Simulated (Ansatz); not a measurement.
Al

Input

```
crystal:
  lattice:
    - [2.0250610877, -2.0205327723, -0.0415201213]
    - [2.0250610877, 2.0205327723, -0.0415201213]
    - [-1.9809591664, 0.0, 2.0553903195]
  atoms:
    - { symbol: Al, position: [0.5, 0.5, 0.5] }
basis:
  ecutwfc: 420
kpoints:
  mp_grid: { grid: [24, 24, 26] }
  band_path:
    path:
      - [[0.0, 0.0, 0.0], [0.5, 0.5, -0.5], [0.75275768, 0.24724232, -0.5]]
      - [[0.24724232, -0.24724232, -0.5], [0.0, 0.0, -0.5], [0.0, 0.0, 0.0], [0.5, -0.5, 0.0]]
      - [[0.5, 0.0, -0.5], [0.0, 0.0, 0.0], [0.0, -0.5, 0.0]]
    npoints: 14
hamiltonian:
  xc: pbesol
scf:
  occupations: { method: gaussian, width: 0.1 }
  n_extra_bands: 6
output:
  forces: true
  stress: true
  eigenvalues: true
  populations: true
  dos: { projected: true, de: 0.02, nscf_kmesh: { grid: [29, 29, 32] } }
  bader: true
  write_density: true
  write_potential: true
  elf: true
  volumetric_format: npy
```

Run with:

```sh
ansatz run input.yaml --threads 1 --pin off --max-ram 2560MiB --backend cpu --events-out ev --progress --plain --runs-dir out
```

Below, planes, directions and counts refer to the conventional cell (a = 2.86 Å, b = 2.86 Å, c = 4.03 Å, α = 89.94°, β = 89.94°, γ = 89.86°).

Space group I4/mmm; a structure generated by program, which may or may not match a known phase; computed without spin polarisation.

These are results of DFT PBEsol, scalar-relativistic, plane waves, PAW (Ansatz), not measurements.

The density is the valence pseudo-density of a PAW calculation; it isn't the true density close to the nuclei.

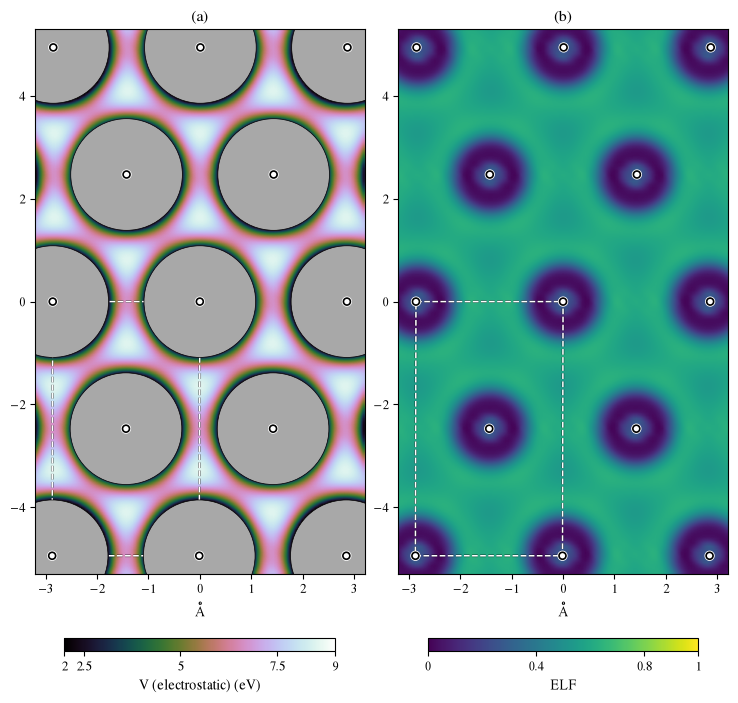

Figure 1. (a) electrostatic potential energy of an electron; (b) electron localisation function on the (101̄) plane of the conventional cell. Circles mark the nuclei in the plane (Al). Grey discs cover the atomic cores in the potential map.

Q: What does the map show?

A: The section cuts through Al sites.
Al–Al (2.86 Å): the ELF peaks at about 0.65 between the atoms.
Outside the cores the potential energy rises away from the atoms and is highest about 1.6 Å from the nearest atoms; its zero is arbitrary.

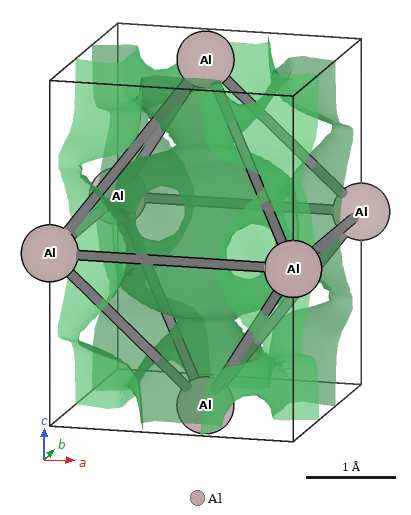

Figure 2. Isosurface of the ELF at 0.55 (green), seen slightly off an axis. Core shells and regions of very low density are left out. Sticks mark near contacts.

Q: Describe the localisation domains.

A: The ELF exceeds this value in one network that runs through the whole crystal, counted in one cell of 2 atoms. Any copies at cell faces, edges or corners count once. There are no localised bonds or lone pairs at this value. Along the contacts the grid gives the following. Al–Al (2.85 Å): the ELF peaks at about 0.65 between the atoms.

Q: Does the calculation make it a metal, or give it a gap?

A: It is metallic or semimetallic at this level of theory: no gap opens.
